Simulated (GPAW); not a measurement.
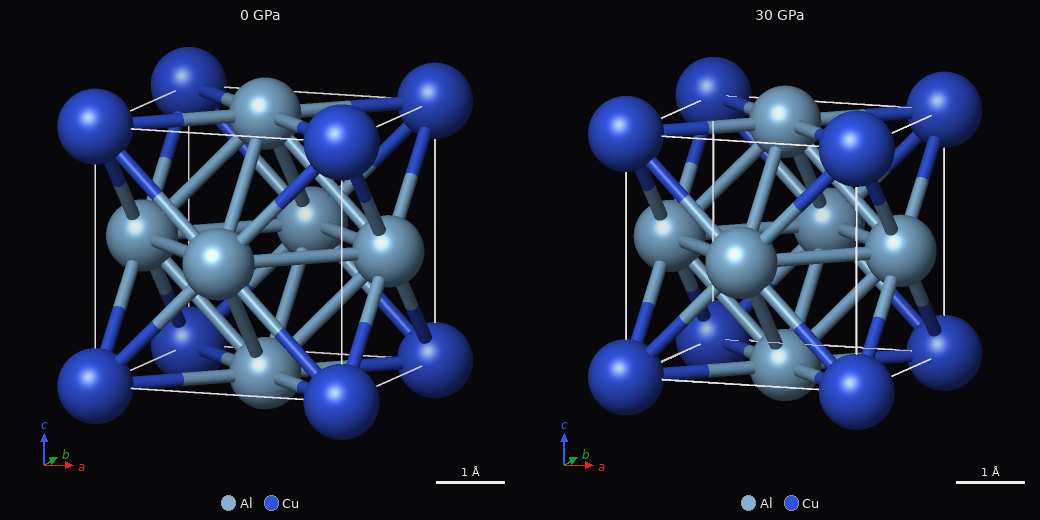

Al₃Cu, Cu₃Au (L1₂) type, space group Pm-3m (No. 221), relaxed (cell and atoms) under a series of hydrostatic pressures; the conventional cell is drawn at the lowest and the highest, to one scale (sticks follow a distance rule). The start was a structure listed in the Materials Project. It needn't be the stable form of this composition.

Alike in all runs: GPAW 26.7.0; functional PBEsol; potentials PAW data sets generated in the run's folder for this functional; cutoff 600 eV; k mesh 7 × 7 × 7 on the run's cell of 4 atoms; occupations fermi-dirac, width 0.05 eV; no spin polarisation; no spin-orbit coupling.

```tsv
pressure (GPa)	volume (Å³/atom)	a (Å)
0.1	14.782	3.896
2.2	?	?
5.0	14.146	3.839
9.9	13.631	3.792
19.9	12.808	3.714
30.0	12.169	3.651
```

Fit a third-order Birch-Murnaghan equation to the rows given and use it to fill in the volume that is left out.

The fit gives V0 = 14.79 Å³/atom, B0 = 102 GPa and B0′ = 4.2, which puts the volume at 2.2 GPa at 14.49 Å³/atom. The run gave volume 14.487 Å³/atom; a 3.870 Å.

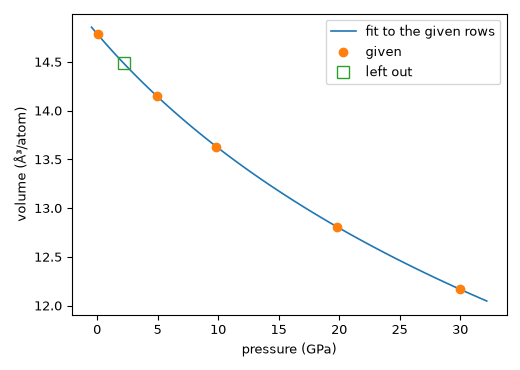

Volume against pressure, with the fit. The structure was kept in its own symmetry, so a change to another phase within this range wouldn't be seen.

Caveat: later steps reuse the first step's grids.
